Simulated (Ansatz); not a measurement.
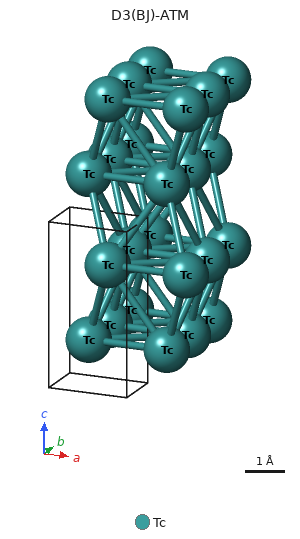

A crystal of Tc (set up in P6_3/mmc), relaxed (cell and atoms) with several dispersion corrections. The picture shows the result with D3(BJ)-ATM. Style: ball-and-stick. Shown: the cell of the calculation, repeated 2 × 3 × 2 with one cell outlined, slightly off an axis.

Computed with Ansatz 0.2.0: PBEsol, Ansatz PAW. Set-up: plane-wave cutoff 500 eV; k-point mesh 11 × 11 × 6; occupations fermi-dirac; smearing width 0.05 eV; no spin polarisation; cell and atoms relaxed; force threshold 0.01 eV/Å.

| dispersion correction | volume (Å³/atom) | a (Å) | c (Å) |
| --- | --- | --- | --- |
| D3(BJ)-ATM | 13.765 | 2.706 | 4.342 |
| D3(BJ) | 13.693 | 2.701 | 4.334 |
| none | 14.001 | 2.721 | 4.367 |
| D4 | ? | ? | ? |

Fill in the missing row.

With D4 the volume falls between D3(BJ)-ATM (13.765) and none (14.001). The calculation gives 13.842 Å³/atom (a = 2.711 Å, c = 4.350 Å). In order of volume: D3(BJ) < D3(BJ)-ATM < D4 < none; the spread is 2.2 %.

Each member starts from this one structure; whether another phase lies lower wasn't checked.
